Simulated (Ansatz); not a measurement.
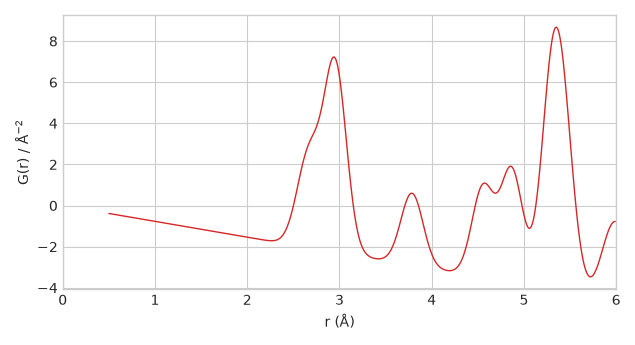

Simulated X-ray pair distribution function, G(r) = R(r)/r − 4πρ₀r, summed over the atomic distances of the structure with each pair weighted by the product of the atomic numbers (X-ray weights at Q = 0); every distance is a Gaussian of σ = 0.12 Å. There is no Q-range truncation.

Candidate structures:

A. 
```cif
data_structure
_symmetry_space_group_name_H-M 'P6/mmm'
_symmetry_Int_Tables_number 191
_cell_length_a 4.5559
_cell_length_b 4.5559
_cell_length_c 2.7285
_cell_angle_alpha 90.000
_cell_angle_beta 90.000
_cell_angle_gamma 120.000
_cell_volume 49.05
loop_
_atom_site_label
_atom_site_type_symbol
_atom_site_symmetry_multiplicity
_atom_site_Wyckoff_symbol
_atom_site_fract_x
_atom_site_fract_y
_atom_site_fract_z
_atom_site_occupancy
Ag1 Ag 1 a 0.00000 0.00000 0.00000 1
Ag2 Ag 2 d 0.33333 0.66667 0.50000 1
```

B. 
```cif
data_structure
_symmetry_space_group_name_H-M 'P 1'
_symmetry_Int_Tables_number 1
_cell_length_a 3.0257
_cell_length_b 3.0257
_cell_length_c 4.8833
_cell_angle_alpha 90.000
_cell_angle_beta 90.000
_cell_angle_gamma 120.000
_cell_volume 38.72
loop_
_atom_site_label
_atom_site_type_symbol
_atom_site_fract_x
_atom_site_fract_y
_atom_site_fract_z
_atom_site_occupancy
Ag1 Ag 0.33333 0.66667 0.25000 1
Ag2 Ag 0.66667 0.33333 0.75000 1
```

All cells are input geometries of electronic-structure calculations (not necessarily at equilibrium); the starting structure was generated, so it need not be a known form of this composition.

Which candidate gives this PDF?

Answer. Candidate A, Ag, P6/mmm (first clear peaks at 2.94 Å (Ag–Ag) and 3.79 Å (Ag–Ag)). B would give first clear peaks at 3.01 Å (Ag–Ag) and 4.26 Å (Ag–Ag).
